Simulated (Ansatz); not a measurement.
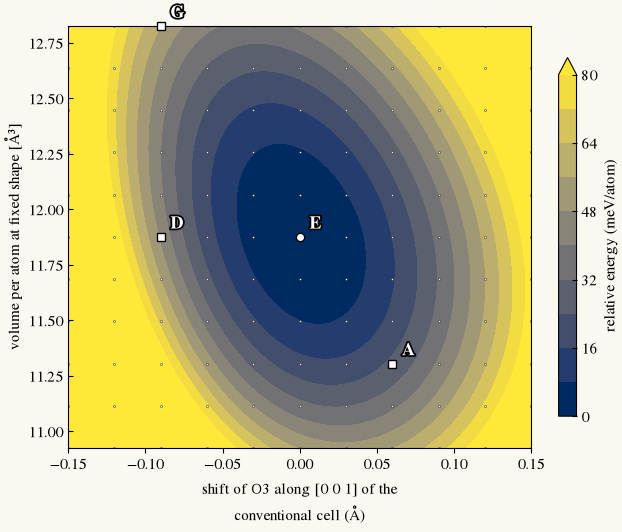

TiO2 (I4_1/amd, No. 141; 6 atoms in the cell). The energy is mapped over a free internal coordinate and the cell. First axis: shift of O3 along [0 0 1] of the conventional cell, Cartesian (0.0075 0 1), its symmetry partners moved as symmetry demands (measured in the relaxed cell). Second axis: volume per atom at fixed shape. Nothing is relaxed (all other coordinates fixed). The scan uses an 11 × 11 grid. Points are written as (first, second). Energies are in meV/atom, from the lowest grid point. The calculation used DFT PBE+U, scalar-relativistic, plane waves, PAW (Ansatz). Settings: cutoff 520 eV, k-mesh 6×6×6, gaussian smearing 0.05 eV, U_eff Ti 4 eV, no spin polarisation.

In the figure: filled contours, dots at the grid points, one colour for all values above the top of the scale, lettered points. Between grid points the surface is interpolated.

Question: Is A the lowest point of the computed grid?

Answer: No. A lies 26 meV/atom above the lowest grid point, which is at (0.00 Å, 11.876 Å³).

Question: What kind of point is each of A, D, E: minimum, saddle, maximum or slope?

Answer: A: on a slope; D: on a slope; E: minimum. (In these two coordinates alone; a stationary point may lie a little off the grid point.)

Question: Rank the lettered points by energy, lowest first.

Answer: E (0 meV/atom), A (26 meV/atom), D (46 meV/atom), G (56 meV/atom).

PAW datasets: the set soft_1.
